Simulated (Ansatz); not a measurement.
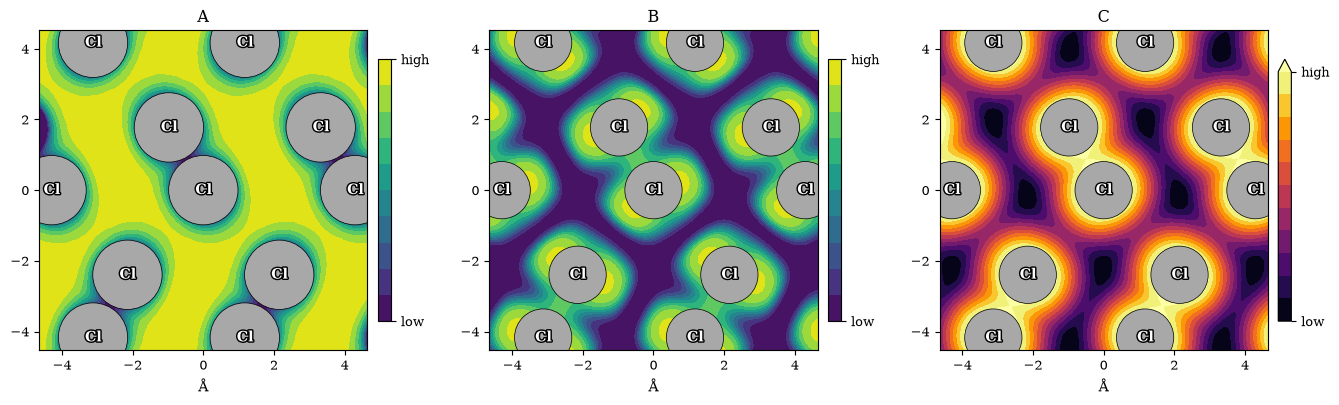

Cl: 3 fields on the (100) plane of the conventional cell, with unlabelled colour scales. Grey discs cover the atomic cores.

Space group Cmce.

Theory: Kohn-Sham DFT of a periodic cell, PBE, Ansatz PAW (Ansatz).

The panels show electron localisation function, electrostatic potential energy of an electron and valence pseudo-density in some order. Assign them.

Panel A: electrostatic potential energy of an electron (low next to the atoms, rising into the space between them). Panel B: electron localisation function. Panel C: valence pseudo-density.
